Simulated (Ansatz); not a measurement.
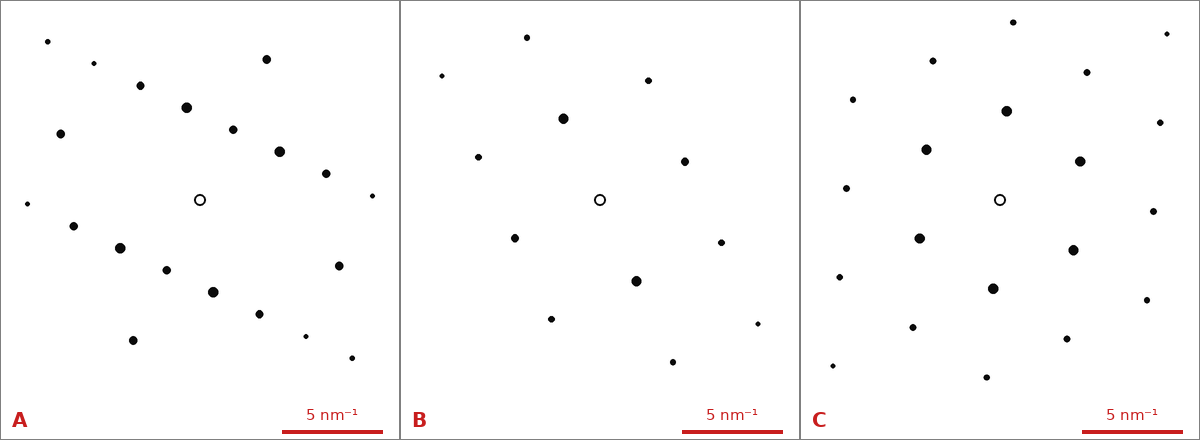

Kinematic zone-axis patterns, calculated for 200 keV electrons with B = 0.5 Å².

All three come from Si, space group P6/mmm (No. 191), a = 4.494 Å, c = 2.573 Å (hexagonal axes). Structure: the input geometry of an electronic-structure calculation (not necessarily at equilibrium); the starting structure was generated, so it need not be a known form of this composition.

Question: Assign the zone axes [001], [100], [212] to A, B and C.

Answer: A is [100]: rectangular net of 0 1 0 (itself too weak to see) at d = 3.89 Å and 0 0 1 at d = 2.57 Å, at 90.0°. B is [212]: rectangular net of -1 2 0 at d = 2.25 Å and -1 0 1 at d = 2.15 Å, at 90.0°. C is [001]: hexagonal net of 2 -1 0 at d = 2.25 Å and 1 1 0 at d = 2.25 Å, at 60.0°.
